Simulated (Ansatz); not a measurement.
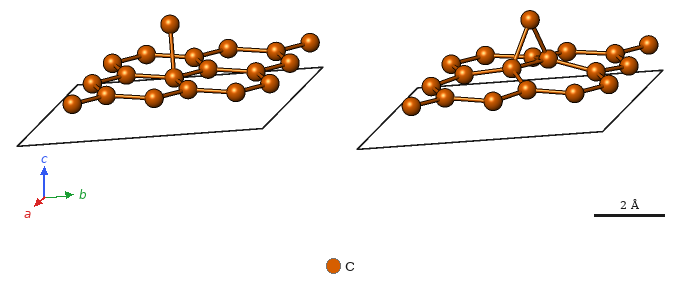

Two geometries of a slab of composition C, drawn at one scale. One is the start of a relaxation, the other its converged end. The picture is a ball-and-stick view of the cell of the calculation, outlined in the plane, without the vacuum (origin shifted), seen slightly off an axis.

These are results of DFT PBE, scalar-relativistic, plane waves, PAW (Ansatz 0.2.0), not measurements. Settings: plane-wave cutoff 420 eV; k-point mesh 2 × 2 × 1; occupations gaussian; smearing width 0.05 eV; collinear spin; atoms relaxed in a fixed cell; force threshold 0.03 eV/Å; at most 60 steps.

**Which of the two is the end point?**

The right one is the relaxed one. It is C on graphene monolayer, set down by a guess. The run prepares an end point of a later path (adatom hop) calculation, from a guessed geometry. Over 12 geometry steps the energy falls by 0.619 eV per cell of the calculation. Largest force component: 1.5 eV/Å at the start, 0.0063 eV/Å at the end. A C atom moves most relative to the layer's centre: 0.60 Å at 76° to the normal (+c side). The cell stays as it was. Near-neighbour distances that change, for instance: C–C 1.940 → 2.493 Å, C–C 1.896 → 1.517 Å, C–C 1.424 → 1.533 Å, C–C 1.561 → 1.517 Å. New bonds form: C–C (1.90 → 1.52 Å). Among the angles between lasting bonds that change: C–C–C 81.0° → 113.7°, C–C–C 78.7° → 59.7°, C–C–C 110.6° → 114.1°. The program noted that the starting moments weren't kept. The run may lie on a higher electronic state than the lowest, so the end point isn't shown to be the ground-state structure. The run took 4.7 min on 2 threads of Arm Neoverse V2, on a shared host, peak memory 1.2 GiB.

Limits of the set-up: the periodic images lie only 7.4 Å apart, so the values are limited by the cell's size.
